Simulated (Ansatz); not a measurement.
# Geometry relaxation of BaTiO$_{3}$ (part 1 of 2)

BaTiO$_{3}$ (P4mm, 5 atoms in the cell), computed with DFT PBEsol, scalar-relativistic, plane waves, PAW, no spin polarisation (Ansatz 0.2.0).

The structure derives from an entry of the Crystallography Open Database.

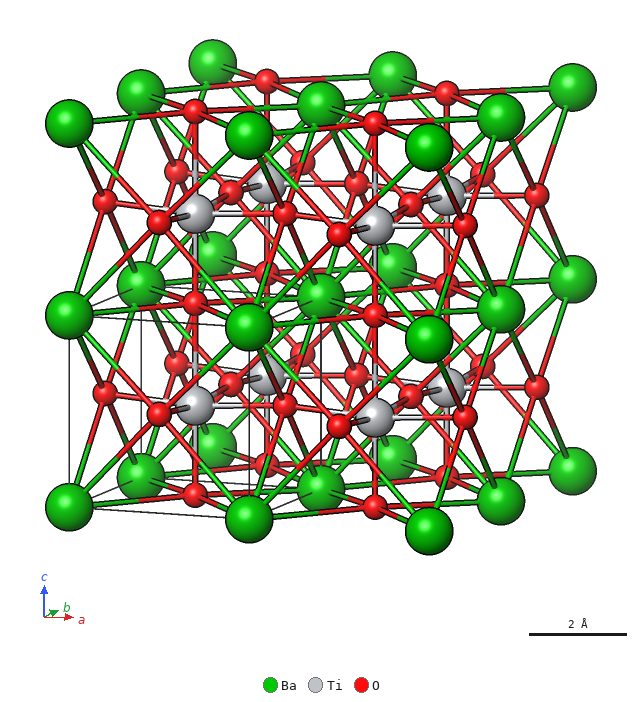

Fig. 1: The structure as given in the input (ball-and-stick view of the cell of the calculation, repeated 2 × 2 × 2, seen slightly off an axis). An atom can appear more than once, as a periodic image.

### Key numbers

```csv
quantity,value
outcome,converged
space group (tolerance 0.01 Å),P4mm (99)
electrons treated,40
free energy,−10027.4785 eV
Fermi energy,11.375 eV
gap on the k-point mesh,1.85 eV
pressure,−0.01 GPa
final volume,63.27 Å³
largest force (length of the vector) at the end,0.001 eV/Å
final cell,"a = 3.956 Å, b = 3.956 Å, c = 4.043 Å, α = 90.00°, β = 90.00°, γ = 90.00°"
hardware,"4 threads of Intel Xeon (Granite Rapids), 32 GiB of memory available, shared host"
wall time,17 s (CPU time 65 s)
peak memory,0.58 GiB
```

### Input
```yaml
crystal:
  lattice:
    - [3.9998, 0.0, 0.0]
    - [0.0, 3.9998, 0.0]
    - [0.0, 0.0, 4.018]
  atoms:
    - { symbol: Ba, position: [0.0, 0.0, 0.0] }
    - { symbol: Ti, position: [0.5, 0.5, 0.482] }
    - { symbol: O, position: [0.5, 0.5, 0.016] }
    - { symbol: O, position: [0.5, 0.0, 0.515] }
    - { symbol: O, position: [0.0, 0.5, 0.515] }
basis:
  ecutwfc: 420
kpoints:
  mp_grid: { grid: [8, 8, 8] }
hamiltonian:
  xc: pbesol
scf:
  occupations: { method: gaussian, width: 0.02 }
output:
  forces: true
  stress: true
  eigenvalues: true
relax:
  adjacent_minimum: "off"
  f_tol: 0.005
  max_steps: 80
  cell: { stress_tol: 0.05 }
```

Command:
```bash
ansatz run input.yaml --threads 4 --pin off --max-ram 10240MiB --backend cpu --events-out ev --progress --plain --runs-dir out
```

### What the program printed
```
Engine: ansatz 0.2.0, x86_64-unknown-linux-gnu
Pseudopotentials: kind: paw
Pseudopotential: Ba, paw, valence charge 10, recommended cutoff 420 eV (normal), Ba.paw.azcp
Pseudopotential: Ti, paw, valence charge 12, recommended cutoff 420 eV (normal), Ti.paw.azcp
Pseudopotential: O, paw, valence charge 6, recommended cutoff 420 eV (normal), O.paw.azcp
Functional definition: PBEsol
  exchange = pbesol_x
  correlation = pbesol_c
Crystal: 5 atoms, lattice volume = 64.282 Å³
Basis set: ecut = 420 eV, 1237 PW (Γ), exchange–correlation on 54×54×54 points (8 copies of the dense FFT grid, shifted against one another)
Bands: 25, of which v1, the nominal top of the filled ones, is band 20 counted from 1 (19 counted from 0)
Symmetry: 8 space group operations
Space group: P4mm (ITA 99), of the structure as read, at distance tolerance 4.0e-5 Å
k-points: 75 of 512 (time reversal used)
Non-local potential: Ba, projectors of the file, l = 0: 3, l = 1: 2, l = 2: 2, l = 3: 2
Non-local potential: Ti, projectors of the file, l = 0: 3, l = 1: 2, l = 2: 3, l = 3: 1
Non-local potential: O, projectors of the file, l = 0: 2, l = 1: 2, l = 2: 1
PAW form: soft (Blöchl's): semilocal exchange-correlation on the pseudo side does not see the compensation charge
PAW frozen core: Ba, regenerated for the run's functional, and the local potential with it (the file was generated under x = pbe(κ = 0.804, μ = 0.2195149727645171), c = pbe(β = 0.06672455060314922))
PAW frozen core: Ti, regenerated for the run's functional, and the local potential with it (the file was generated under x = pbe(κ = 0.804, μ = 0.2195149727645171), c = pbe(β = 0.06672455060314922))
PAW frozen core: O, regenerated for the run's functional, and the local potential with it (the file was generated under x = pbe(κ = 0.804, μ = 0.2195149727645171), c = pbe(β = 0.06672455060314922))
PAW one-centre angular grid: Ba, 194 points (default); XC on 64 Gauss nodes
PAW one-centre angular grid: Ti, 590 points (default); XC on 64 Gauss nodes
PAW one-centre angular grid: O, 110 points (default); XC on 64 Gauss nodes
Initial density: superposition of atomic densities (neutral atoms: chi_scale 0, normalization atom), corrected by the library's trained network
Initial wavefunctions: pseudopotential atomic-orbital guess
Functional: x = pbesol(κ = 0.804, μ = 0.12345679012345678), c = pbesol(β = 0.046)
SCF iter   1: F=—  HF=-10027.489829 eV  |F-HF|=—  |Δ(HF+E_count)|=         —  Δρ=1.72e-2  dr2=1.65e-1  ethr=1.77e-3  ⟨swp⟩=6.4  Hψ=9489  notcnv=0
preconditioner: auto → Resta (q_TF=auto, 2.521 Å⁻¹)  ε∞=5.9  [insulator: Δε(μ)=1.596 eV  Ē_g=11.871 eV  σ=0.020 eV  W_gap=1.00  n_scr=18 (ndim 8)  ℏωp=26.2 eV  f_vac=0.000  D(μ)=0.00/eV (n_scr^D=0)  ε∞_Penn≈5.9]
SCF iter   2: F=—  HF=-10027.456530 eV  |F-HF|=—  |Δ(HF+E_count)|=   3.33e-2  Δρ=4.46e-3  dr2=1.55e-2  ethr=4.13e-4  ⟨swp⟩=2.5  Hψ=3515  notcnv=0  defer=74
SCF iter   3: F=—  HF=-10027.454733 eV  |F-HF|=—  |Δ(HF+E_count)|=   1.80e-3  Δρ=1.49e-3  dr2=1.77e-3  ethr=3.87e-5  ⟨swp⟩=2.0  Hψ=2797  notcnv=0  defer=75
SCF iter   4: F=—  HF=-10027.454499 eV  |F-HF|=—  |Δ(HF+E_count)|=   2.34e-4  Δρ=1.64e-4  dr2=1.69e-5  ethr=4.43e-6  ⟨swp⟩=2.0  Hψ=3372  notcnv=0  defer=75
SCF iter   5: F=—  HF=-10027.454232 eV  |F-HF|=—  |Δ(HF+E_count)|=   2.67e-4  Δρ=3.14e-5  dr2=6.51e-7  ethr=4.22e-8  ⟨swp⟩=2.0  Hψ=3246  notcnv=0  defer=74
SCF iter   6: F=-10027.454232 eV  HF=-10027.454232 eV  |F-HF|=2.86e-8  |Δ(HF+E_count)|=   1.19e-7  Δρ=1.23e-5  dr2=6.59e-8  ethr=2.50e-10  ⟨swp⟩=10.4  Hψ=10395  notcnv=0
SCF 1 converged in 6 iterations: F = -10027.454232 eV  dr2 = 6.59e-8
  greatest PAW one-centre occupation: 0.999 electrons in one spin orbital (limit 2), on the Ti atom at site 1 (counted from 0), in its partial waves of l = 0
relax step   1: F+E_penalty+E_count = -10027.45423225 eV  Δ(F+E_penalty+E_count) = +0.000e0 eV  max|allowed force component| = 4.033e-1 eV/Å  Δτ_max = 0.0000 Å  P = -3.610 GPa  Ω = 64.282 Å³  (6 SCF iters, dr2 threshold 1.00e-7 eV, accepted)
Crystal: 5 atoms, lattice volume = 63.037 Å³
Initial density: handed on by an earlier stage of this run
Initial wavefunctions: those handed on with the density
iter 1 solved again at ethr=5.11e-5 eV; its pass at ethr=3.10e-3 eV (dr2=2.04e-2 eV) is discarded
SCF iter   1: F=—  HF=-10027.476104 eV  |F-HF|=—  |Δ(HF+E_count)|=         —  Δρ=5.06e-3  dr2=2.08e-2  ethr=5.11e-5  ⟨swp⟩=1.2  Hψ=10128  notcnv=0
preconditioner: auto → Resta (q_TF=auto, 2.529 Å⁻¹)  ε∞=5.8  [insulator: Δε(μ)=1.906 eV  Ē_g=12.089 eV  σ=0.020 eV  W_gap=1.00  n_scr=18 (ndim 8)  ℏωp=26.5 eV  f_vac=0.000  D(μ)=0.00/eV (n_scr^D=0)  ε∞_Penn≈5.8]
SCF iter   2: F=—  HF=-10027.471255 eV  |F-HF|=—  |Δ(HF+E_count)|=   4.85e-3  Δρ=2.44e-3  dr2=5.80e-3  ethr=5.11e-5  ⟨swp⟩=3.1  Hψ=3152  notcnv=0
SCF iter   3: F=—  HF=-10027.469377 eV  |F-HF|=—  |Δ(HF+E_count)|=   1.88e-3  Δρ=5.16e-4  dr2=2.02e-4  ethr=1.45e-5  ⟨swp⟩=2.1  Hψ=3152  notcnv=0
SCF iter   4: F=—  HF=-10027.469044 eV  |F-HF|=—  |Δ(HF+E_count)|=   3.33e-4  Δρ=1.67e-4  dr2=1.33e-5  ethr=5.04e-7  ⟨swp⟩=2.0  Hψ=3246  notcnv=0
SCF iter   5: F=—  HF=-10027.469047 eV  |F-HF|=—  |Δ(HF+E_count)|=   3.20e-6  Δρ=3.56e-5  dr2=5.48e-7  ethr=3.34e-8  ⟨swp⟩=2.1  Hψ=2872  notcnv=0
SCF iter   6: F=-10027.469047 eV  HF=-10027.469047 eV  |F-HF|=1.23e-9  |Δ(HF+E_count)|=   1.76e-7  Δρ=9.79e-6  dr2=3.95e-8  ethr=1.25e-9  ⟨swp⟩=6.2  Hψ=8697  notcnv=0
SCF 2 converged in 6 iterations: F = -10027.469047 eV  dr2 = 3.95e-8
relax step   2: F+E_penalty+E_count = -10027.46904738 eV  Δ(F+E_penalty+E_count) = -1.482e-2 eV  max|allowed force component| = 3.593e-1 eV/Å  Δτ_max = 0.0551 Å  P = +0.210 GPa  Ω = 63.037 Å³  energy of the carried Pulay correction = +4.630e-3 eV  (6 SCF iters, dr2 threshold 5.00e-7 eV, accepted)
Crystal: 5 atoms, lattice volume = 63.004 Å³
iter 1 solved again at ethr=2.30e-5 eV; its pass at ethr=3.10e-3 eV (dr2=9.20e-3 eV) is discarded
SCF iter   1: F=—  HF=-10027.484044 eV  |F-HF|=—  |Δ(HF+E_count)|=         —  Δρ=3.00e-3  dr2=9.73e-3  ethr=2.30e-5  ⟨swp⟩=2.0  Hψ=8982  notcnv=0
preconditioner: auto → Resta (q_TF=auto, 2.529 Å⁻¹)  ε∞=5.8  [insulator: Δε(μ)=1.824 eV  Ē_g=12.074 eV  σ=0.020 eV  W_gap=1.00  n_scr=18 (ndim 8)  ℏωp=26.5 eV  f_vac=0.000  D(μ)=0.00/eV (n_scr^D=0)  ε∞_Penn≈5.8]
SCF iter   2: F=—  HF=-10027.481640 eV  |F-HF|=—  |Δ(HF+E_count)|=   2.40e-3  Δρ=1.60e-3  dr2=3.11e-3  ethr=2.30e-5  ⟨swp⟩=2.2  Hψ=2786  notcnv=0
SCF iter   3: F=—  HF=-10027.480527 eV  |F-HF|=—  |Δ(HF+E_count)|=   1.11e-3  Δρ=2.57e-4  dr2=4.57e-5  ethr=7.77e-6  ⟨swp⟩=2.0  Hψ=2989  notcnv=0
SCF iter   4: F=—  HF=-10027.480236 eV  |F-HF|=—  |Δ(HF+E_count)|=   2.91e-4  Δρ=8.62e-5  dr2=3.28e-6  ethr=1.14e-7  ⟨swp⟩=2.2  Hψ=3309  notcnv=0
iter 5 did not close the SCF: its close was put off for the readings that it lacked (scf_convergence_deferred on its scf_iter line)
SCF iter   5: F=-10027.480237 eV  HF=-10027.480237 eV  |F-HF|=4.57e-8  |Δ(HF+E_count)|=   8.27e-7  Δρ=1.50e-5  dr2=9.18e-8  ethr=8.21e-9  ⟨swp⟩=2.3  Hψ=2936  notcnv=0
SCF iter   6: F=-10027.480237 eV  HF=-10027.480237 eV  |F-HF|=7.29e-10  |Δ(HF+E_count)|=   7.21e-8  Δρ=3.16e-6  dr2=4.43e-9  ethr=2.30e-10  ⟨swp⟩=2.8  Hψ=6880  notcnv=0
SCF 3 converged in 6 iterations: F = -10027.480237 eV  dr2 = 4.43e-9
relax step   3: F+E_penalty+E_count = -10027.48023707 eV  Δ(F+E_penalty+E_count) = -1.119e-2 eV  max|allowed force component| = 9.783e-2 eV/Å  Δτ_max = 0.0415 Å  P = +0.085 GPa  Ω = 63.004 Å³  energy of the carried Pulay correction = +4.754e-3 eV  (6 SCF iters, dr2 threshold 5.00e-7 eV, accepted)
Crystal: 5 atoms, lattice volume = 63.068 Å³
Basis set: ecut = 420 eV, 1221 PW (Γ), exchange–correlation on 54×54×54 points (8 copies of the dense FFT grid, shifted against one another)
iter 1 solved again at ethr=2.75e-7 eV; its pass at ethr=3.10e-3 eV (dr2=1.10e-4 eV) is discarded
SCF iter   1: F=—  HF=-10027.481171 eV  |F-HF|=—  |Δ(HF+E_count)|=         —  Δρ=4.30e-4  dr2=1.22e-4  ethr=2.75e-7  ⟨swp⟩=2.0  Hψ=9864  notcnv=0
preconditioner: auto → Resta (q_TF=auto, 2.529 Å⁻¹)  ε∞=5.8  [insulator: Δε(μ)=1.834 eV  Ē_g=12.075 eV  σ=0.020 eV  W_gap=1.00  n_scr=18 (ndim 8)  ℏωp=26.5 eV  f_vac=0.000  D(μ)=0.00/eV (n_scr^D=0)  ε∞_Penn≈5.8]
SCF iter   2: F=—  HF=-10027.480863 eV  |F-HF|=—  |Δ(HF+E_count)|=   3.07e-4  Δρ=2.33e-4  dr2=4.24e-5  ethr=2.75e-7  ⟨swp⟩=1.1  Hψ=1896  notcnv=0
SCF iter   3: F=—  HF=-10027.480851 eV  |F-HF|=—  |Δ(HF+E_count)|=   1.23e-5  Δρ=3.66e-5  dr2=9.02e-7  ethr=1.06e-7  ⟨swp⟩=2.2  Hψ=3176  notcnv=0
iter 4 did not close the SCF: its close was put off for the readings that it lacked (scf_convergence_deferred on its scf_iter line)
SCF iter   4: F=-10027.480851 eV  HF=-10027.480851 eV  |F-HF|=7.19e-9  |Δ(HF+E_count)|=   1.31e-7  Δρ=1.23e-5  dr2=9.80e-8  ethr=2.25e-9  ⟨swp⟩=2.5  Hψ=3066  notcnv=0
iter 5 did not close the SCF: its close was put off for the readings that it lacked (scf_convergence_deferred on its scf_iter line)
SCF iter   5: F=-10027.480851 eV  HF=-10027.480851 eV  |F-HF|=8.19e-10  |Δ(HF+E_count)|=   1.36e-8  Δρ=2.57e-6  dr2=4.83e-9  ethr=2.45e-10  ⟨swp⟩=2.1  Hψ=3047  notcnv=0
SCF iter   6: F=-10027.480851 eV  HF=-10027.480851 eV  |F-HF|=3.29e-10  |Δ(HF+E_count)|=  4.86e-10  Δρ=1.20e-6  dr2=7.26e-10  ethr=1.21e-11  ⟨swp⟩=2.2  Hψ=5840  notcnv=0
SCF 4 converged in 6 iterations: F = -10027.480851 eV  dr2 = 7.26e-10
relax step   4: F+E_penalty+E_count = -10027.48085101 eV  Δ(F+E_penalty+E_count) = -6.139e-4 eV  max|allowed force component| = 7.957e-2 eV/Å  Δτ_max = 0.0032 Å  P = -0.022 GPa  Ω = 63.068 Å³  energy of the carried Pulay correction = +4.514e-3 eV  (6 SCF iters, dr2 threshold 5.00e-7 eV, accepted)
Crystal: 5 atoms, lattice volume = 63.114 Å³
iter 1 solved again at ethr=5.37e-7 eV; its pass at ethr=3.10e-3 eV (dr2=2.15e-4 eV) is discarded
SCF iter   1: F=—  HF=-10027.481581 eV  |F-HF|=—  |Δ(HF+E_count)|=         —  Δρ=6.18e-4  dr2=2.28e-4  ethr=5.37e-7  ⟨swp⟩=2.0  Hψ=9887  notcnv=0
preconditioner: auto → Resta (q_TF=auto, 2.529 Å⁻¹)  ε∞=5.8  [insulator: Δε(μ)=1.832 eV  Ē_g=12.082 eV  σ=0.020 eV  W_gap=1.00  n_scr=18 (ndim 8)  ℏωp=26.4 eV  f_vac=0.000  D(μ)=0.00/eV (n_scr^D=0)  ε∞_Penn≈5.8]
SCF iter   2: F=—  HF=-10027.481262 eV  |F-HF|=—  |Δ(HF+E_count)|=   3.19e-4  Δρ=3.36e-4  dr2=7.81e-5  ethr=5.37e-7  ⟨swp⟩=1.1  Hψ=1884  notcnv=0
SCF iter   3: F=—  HF=-10027.481243 eV  |F-HF|=—  |Δ(HF+E_count)|=   1.95e-5  Δρ=5.24e-5  dr2=1.84e-6  ethr=1.95e-7  ⟨swp⟩=2.2  Hψ=3024  notcnv=0
iter 4 did not close the SCF: its close was put off for the readings that it lacked (scf_convergence_deferred on its scf_iter line)
SCF iter   4: F=-10027.481242 eV  HF=-10027.481242 eV  |F-HF|=7.19e-9  |Δ(HF+E_count)|=   3.39e-7  Δρ=1.59e-5  dr2=1.46e-7  ethr=4.60e-9  ⟨swp⟩=2.1  Hψ=2717  notcnv=0
iter 5 did not close the SCF: its close was put off for the readings that it lacked (scf_convergence_deferred on its scf_iter line)
SCF iter   5: F=-10027.481242 eV  HF=-10027.481242 eV  |F-HF|=5.39e-9  |Δ(HF+E_count)|=   2.61e-8  Δρ=4.67e-6  dr2=1.55e-8  ethr=3.65e-10  ⟨swp⟩=2.9  Hψ=3422  notcnv=0
SCF iter   6: F=-10027.481242 eV  HF=-10027.481242 eV  |F-HF|=4.11e-10  |Δ(HF+E_count)|=  3.71e-10  Δρ=1.50e-6  dr2=1.50e-9  ethr=3.89e-11  ⟨swp⟩=2.4  Hψ=5740  notcnv=0
SCF 5 converged in 6 iterations: F = -10027.481242 eV  dr2 = 1.50e-9
relax step   5: F+E_penalty+E_count = -10027.48124224 eV  Δ(F+E_penalty+E_count) = -3.912e-4 eV  max|allowed force component| = 7.667e-2 eV/Å  Δτ_max = 0.0055 Å  P = -0.001 GPa  Ω = 63.114 Å³  energy of the carried Pulay correction = +4.341e-3 eV  (6 SCF iters, dr2 threshold 3.96e-7 eV, accepted)
Crystal: 5 atoms, lattice volume = 63.247 Å³
Basis set: ecut = 420 eV, 1229 PW (Γ), exchange–correlation on 54×54×54 points (8 copies of the dense FFT grid, shifted against one another)
iter 1 solved again at ethr=4.59e-6 eV; its pass at ethr=3.10e-3 eV (dr2=1.84e-3 eV) is discarded
SCF iter   1: F=—  HF=-10027.482446 eV  |F-HF|=—  |Δ(HF+E_count)|=         —  Δρ=1.89e-3  dr2=1.88e-3  ethr=4.59e-6  ⟨swp⟩=2.0  Hψ=9933  notcnv=0
preconditioner: auto → Resta (q_TF=auto, 2.528 Å⁻¹)  ε∞=5.8  [insulator: Δε(μ)=1.829 eV  Ē_g=12.094 eV  σ=0.020 eV  W_gap=1.00  n_scr=18 (ndim 8)  ℏωp=26.4 eV  f_vac=0.000  D(μ)=0.00/eV (n_scr^D=0)  ε∞_Penn≈5.8]
SCF iter   2: F=—  HF=-10027.482154 eV  |F-HF|=—  |Δ(HF+E_count)|=   2.92e-4  Δρ=1.01e-3  dr2=5.87e-4  ethr=4.59e-6  ⟨swp⟩=2.0  Hψ=2231  notcnv=0
SCF iter   3: F=—  HF=-10027.482028 eV  |F-HF|=—  |Δ(HF+E_count)|=   1.27e-4  Δρ=1.17e-4  dr2=1.05e-5  ethr=1.47e-6  ⟨swp⟩=2.3  Hψ=3039  notcnv=0
SCF iter   4: F=—  HF=-10027.481748 eV  |F-HF|=—  |Δ(HF+E_count)|=   2.80e-4  Δρ=4.14e-5  dr2=8.20e-7  ethr=2.62e-8  ⟨swp⟩=2.0  Hψ=3316  notcnv=0
iter 5 did not close the SCF: its close was put off for the readings that it lacked (scf_convergence_deferred on its scf_iter line)
SCF iter   5: F=-10027.481748 eV  HF=-10027.481748 eV  |F-HF|=2.35e-8  |Δ(HF+E_count)|=   6.42e-8  Δρ=1.05e-5  dr2=5.36e-8  ethr=2.05e-9  ⟨swp⟩=2.2  Hψ=3232  notcnv=0
SCF iter   6: F=-10027.481748 eV  HF=-10027.481748 eV  |F-HF|=4.91e-10  |Δ(HF+E_count)|=   1.36e-9  Δρ=2.70e-6  dr2=3.08e-9  ethr=1.34e-10  ⟨swp⟩=3.2  Hψ=6876  notcnv=0
SCF 6 converged in 6 iterations: F = -10027.481748 eV  dr2 = 3.08e-9
relax step   6: F+E_penalty+E_count = -10027.48174787 eV  Δ(F+E_penalty+E_count) = -5.056e-4 eV  max|allowed force component| = 8.673e-3 eV/Å  Δτ_max = 0.0137 Å  P = +0.073 GPa  Ω = 63.247 Å³  energy of the carried Pulay correction = +3.843e-3 eV  (6 SCF iters, dr2 threshold 3.67e-7 eV, accepted)
Crystal: 5 atoms, lattice volume = 63.295 Å³
iter 1 solved again at ethr=6.39e-8 eV; its pass at ethr=3.10e-3 eV (dr2=2.56e-5 eV) is discarded
SCF iter   1: F=—  HF=-10027.481879 eV  |F-HF|=—  |Δ(HF+E_count)|=         —  Δρ=2.14e-4  dr2=2.76e-5  ethr=6.39e-8  ⟨swp⟩=2.0  Hψ=9669  notcnv=0
preconditioner: auto → Resta (q_TF=auto, 2.527 Å⁻¹)  ε∞=5.8  [insulator: Δε(μ)=1.846 eV  Ē_g=12.113 eV  σ=0.020 eV  W_gap=1.00  n_scr=18 (ndim 8)  ℏωp=26.4 eV  f_vac=0.000  D(μ)=0.00/eV (n_scr^D=0)  ε∞_Penn≈5.8]
SCF iter   2: F=—  HF=-10027.481596 eV  |F-HF|=—  |Δ(HF+E_count)|=   2.83e-4  Δρ=1.15e-4  dr2=9.32e-6  ethr=6.39e-8  ⟨swp⟩=2.5  Hψ=3297  notcnv=0
SCF iter   3: F=—  HF=-10027.481594 eV  |F-HF|=—  |Δ(HF+E_count)|=   2.07e-6  Δρ=1.77e-5  dr2=1.87e-7  ethr=2.33e-8  ⟨swp⟩=2.7  Hψ=2611  notcnv=0
iter 4 did not close the SCF: its close was put off for the readings that it lacked (scf_convergence_deferred on its scf_iter line)
SCF iter   4: F=-10027.481594 eV  HF=-10027.481594 eV  |F-HF|=2.52e-9  |Δ(HF+E_count)|=   9.40e-9  Δρ=5.38e-6  dr2=1.32e-8  ethr=4.68e-10  ⟨swp⟩=2.4  Hψ=3233  notcnv=0
iter 5 did not close the SCF: its close was put off for the readings that it lacked (scf_convergence_deferred on its scf_iter line)
SCF iter   5: F=-10027.481594 eV  HF=-10027.481594 eV  |F-HF|=3.09e-11  |Δ(HF+E_count)|=   4.63e-9  Δρ=9.72e-7  dr2=5.80e-10  ethr=3.30e-11  ⟨swp⟩=2.5  Hψ=3138  notcnv=0
SCF iter   6: F=-10027.481594 eV  HF=-10027.481594 eV  |F-HF|=1.27e-11  |Δ(HF+E_count)|=  1.33e-10  Δρ=2.65e-7  dr2=5.77e-11  ethr=1.45e-12  ⟨swp⟩=2.3  Hψ=5711  notcnv=0
SCF 7 converged in 6 iterations: F = -10027.481594 eV  dr2 = 5.77e-11
relax step   7: F+E_penalty+E_count = -10027.48159420 eV  Δ(F+E_penalty+E_count) = +1.537e-4 eV  max|allowed force component| = 1.137e-3 eV/Å  Δτ_max = 0.0017 Å  P = -0.009 GPa  Ω = 63.295 Å³  energy of the carried Pulay correction = +3.664e-3 eV  (6 SCF iters, dr2 threshold 4.32e-8 eV, accepted)
Basis set: ecut = 420 eV, 1229 PW (Γ), exchange–correlation on 54×54×60 points (8 copies of the dense FFT grid, shifted against one another)
Initial wavefunctions: pseudopotential atomic-orbital guess (no wavefunctions were taken with the density)
iter 1 solved again at ethr=2.16e-8 eV; its pass at ethr=3.10e-3 eV (dr2=8.65e-6 eV) is discarded
```
